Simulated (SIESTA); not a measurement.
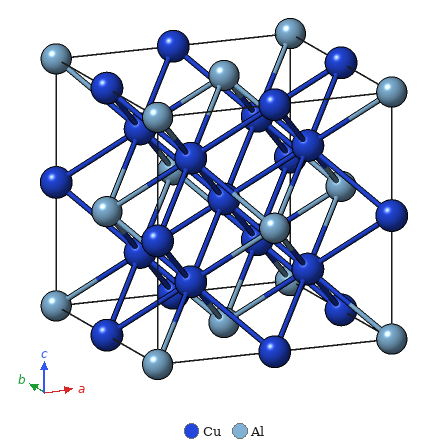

System: AlCu₃, space group Fm-3m (No. 225). The picture shows the conventional cell.

Starting cell:
```xyz
4
Lattice="0.0000 2.8880 2.8880 2.8880 0.0000 2.8880 2.8880 2.8880 0.0000" Properties=species:S:1:pos:R:3 pbc="T T T"
Cu    4.3320    4.3320    4.3320
Cu    1.4440    1.4440    1.4440
Cu    2.8880    2.8880    2.8880
Al    0.0000    0.0000    0.0000
```

Method: DFT in numerical atomic orbitals with pseudopotentials, no spin polarisation; energies at scaled volumes of the given cell, shape and fractions fixed, counted from the fit's minimum, third-order Birch-Murnaghan fit (SIESTA 5.4.2). Level: PBEsol.

- k mesh: 8×8×8
- occupations: Fermi–Dirac
- smearing width: 0.05 eV
- potentials: PseudoDojo 0.4 standard, converted to PSML, two zetas on semicore shells
- program settings: basis DZP, mesh cutoff 800 Ry

Describe the result: the energy and pressure against volume. The volume takes the values 11.32, 11.56, 11.80, 12.04, 12.28, 12.53, 12.77 Å³/atom.

A third-order Birch–Murnaghan fit gives V0 = 12.12 Å³/atom, B0 = 152 GPa and B′ = 4.2. The energy is 28.00 meV/atom at volume 11.32 Å³/atom and 14.96 meV/atom at 12.77 Å³/atom; the lowest computed point is at volume 12.04 Å³/atom (0.23 meV/atom), and no other minimum shows. The pressure falls from 11.79 GPa at volume 11.32 Å³/atom to −7.26 GPa at 12.77 Å³/atom, and changes sign near 12.12 Å³/atom.

```
volume (Å³/atom)  energy (meV/atom)  pressure (GPa)
           11.32              28.00           11.79
           11.56              13.23            7.89
           11.80               4.01            4.25
           12.04               0.23            0.93
           12.28               1.12           -1.90
           12.53               6.03           -4.67
           12.77              14.96           -7.26
```

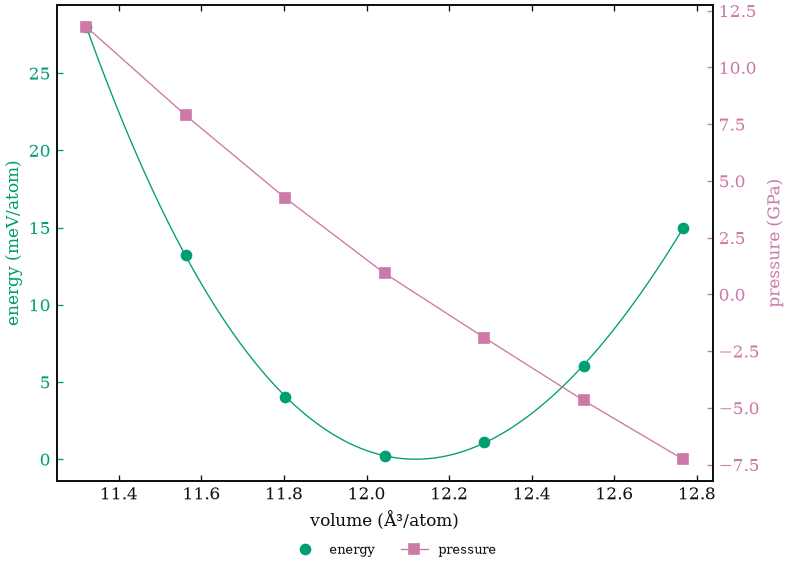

Limits of the calculation: mulliken charges of long orbitals; short basis over semicore shells.
